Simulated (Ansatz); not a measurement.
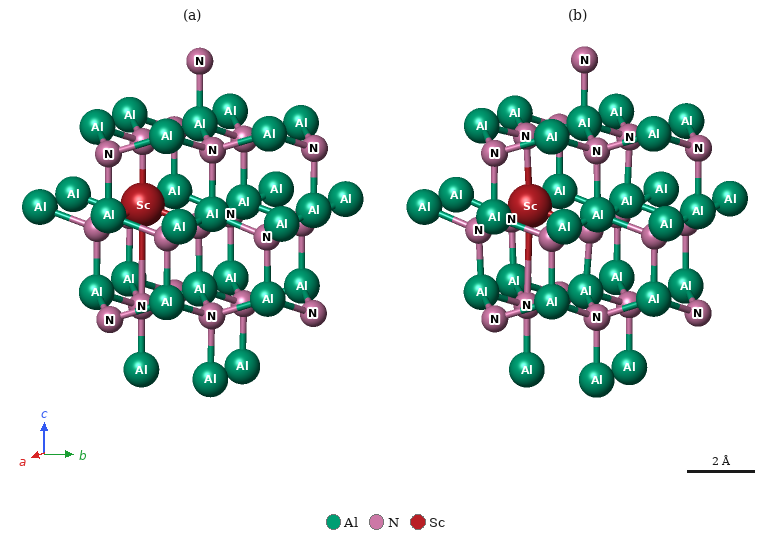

The structure of a defect cell of composition Al₄₇N₄₈Sc (cell charge −1) before (left) and after (right) a relaxation, at one scale.

A ball-and-stick model of the atoms within 5.0 Å of the atom that moves most (axes of the cell of the calculation (origin shifted)), seen slightly off an axis.

Computed with DFT, PBEsol, PAW, plane waves in Ansatz 0.2.0. (plane-wave cutoff 420 eV; k-point mesh 1 × 1 × 1; mesh shifted by (0.25, 0.25, 0.25); collinear spin; atoms relaxed in a fixed cell; force threshold 0.03 eV/Å; at most 80 steps)

What changed between the two?

Answer. The largest move is that of an N atom, 0.25 Å roughly along [0 2 −1]. Largest moves by element: N 0.25 Å, Al 0.11 Å, Sc 0.10 Å. The lattice vectors keep their values. Near-neighbour distances that change, for instance: N–Sc 1.902 → 2.120 Å, N–Sc 1.852 → 2.048 Å, N–Sc 1.870 → 2.046 Å, Al–N 1.925 → 1.852 Å. Bond angles that change, for instance: Al–N–Sc 112.0° → 97.9°, Al–N–Sc 110.8° → 98.5°, N–Al–N 110.8° → 102.0°. After 9 geometry steps the energy has fallen by 2.467 eV per cell of the calculation. The largest force component goes from 4.7 to 0.013 eV/Å. Cost: 5 min on 7 threads of Arm Neoverse-V2, peak memory 3.3 GiB.

Limits of the set-up: the cell is charged, on a uniform background, and energies carry no finite-size correction.
